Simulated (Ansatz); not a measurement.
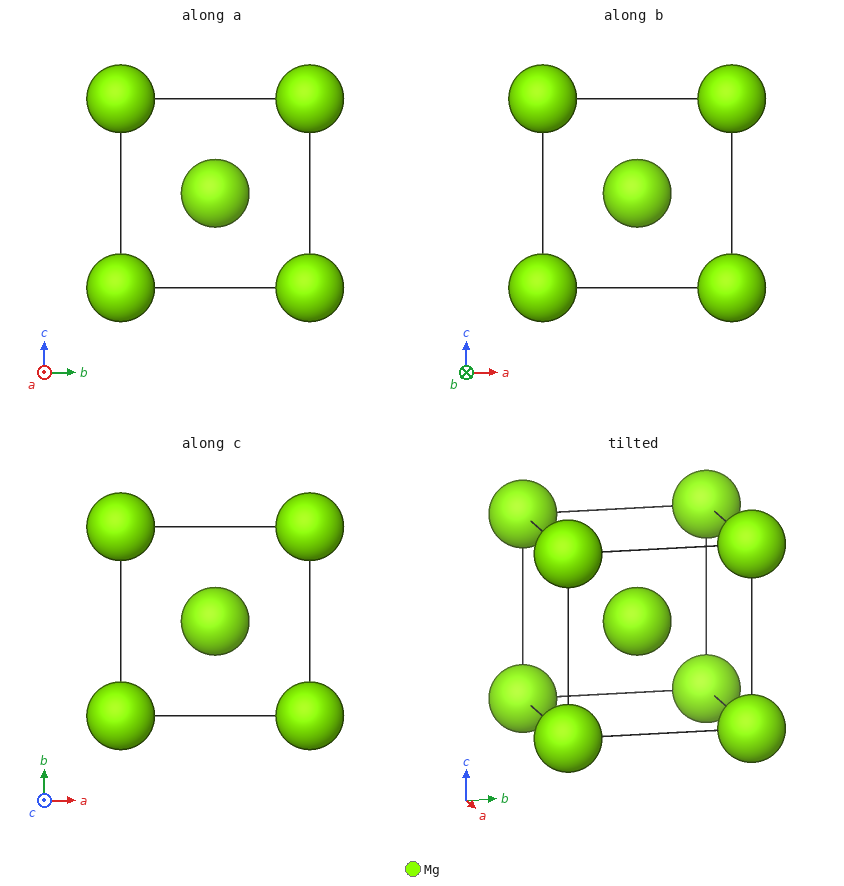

Shown here is a spheres-only view of the crystal, taken along the a axis, along the b axis, along the c axis and slightly off an axis. The parallelepiped is the conventional unit cell.

Lattice parameters: a = 3.599 Å, b = 3.599 Å, c = 3.599 Å, α = 90.00°, β = 90.00°, γ = 90.00°. Put a along x and b in the xy plane.

> Express the structure as a POSCAR file.

```
Mg
1.0
     3.599    0.000    0.000
     0.000    3.599    0.000
     0.000    0.000    3.599
Mg
2
Direct
  0.0000 0.0000 0.0000
  0.5000 0.5000 0.5000
```

It derives from a structure type filled with this element by a generator (whether the element takes this form wasn't checked). Earlier steps of the study may have refined or changed the cell and positions. Ansatz was used for an electronic-structure calculation on it.
